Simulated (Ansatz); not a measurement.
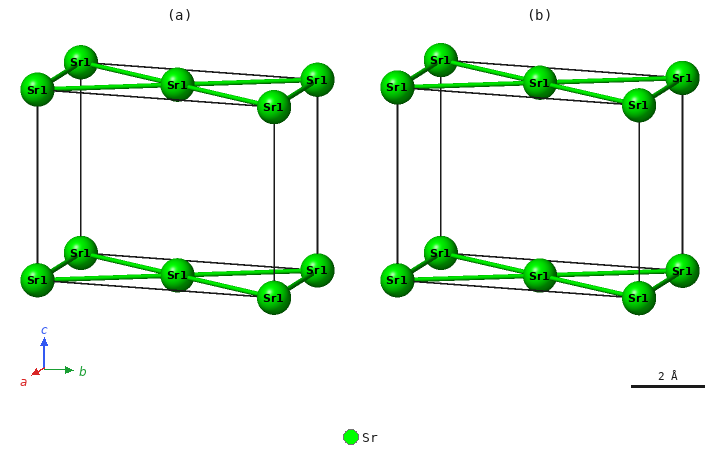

Left: a symmetric starting cell of Sr (made from another compound by putting Sr in place of Ba). Right: the same structure after one change, at the same scale. The picture is a ball-and-stick view of the conventional cell (2 times the calculation's cell), seen slightly off an axis. Lengths and directions refer to the drawn axes.

The calculation used Ansatz, DFT PBE, scalar-relativistic, plane waves, PAW. (plane-wave cutoff 420 eV; k-point mesh 12 × 12 × 8; occupations gaussian; smearing width 0.1 eV; no spin polarisation)

> What distinguishes the right structure from the left one?

The cell is strained by +2.1 % along b, +1.1 % along c, +0.1 % along a (volume +3.5 %), the atoms keeping their fractional coordinates. No relaxation follows. The starting cell wasn't computed here and needn't be at equilibrium, so pressure and forces aren't due to the change alone.

> And its effect?

Among the bonded contacts that change: Sr–Sr 3.909 → 3.976 Å, Sr–Sr 3.692 → 3.697 Å. The space group stays Cmmm (No. 65). The pressure is 1.2 GPa (not all of it need come from the change, since the unchanged cell can be under pressure at this level too). The principal stresses (compression positive) are 4.2 GPa along a, 1.4 GPa along b, −2.1 GPa along c. All forces vanish by symmetry.
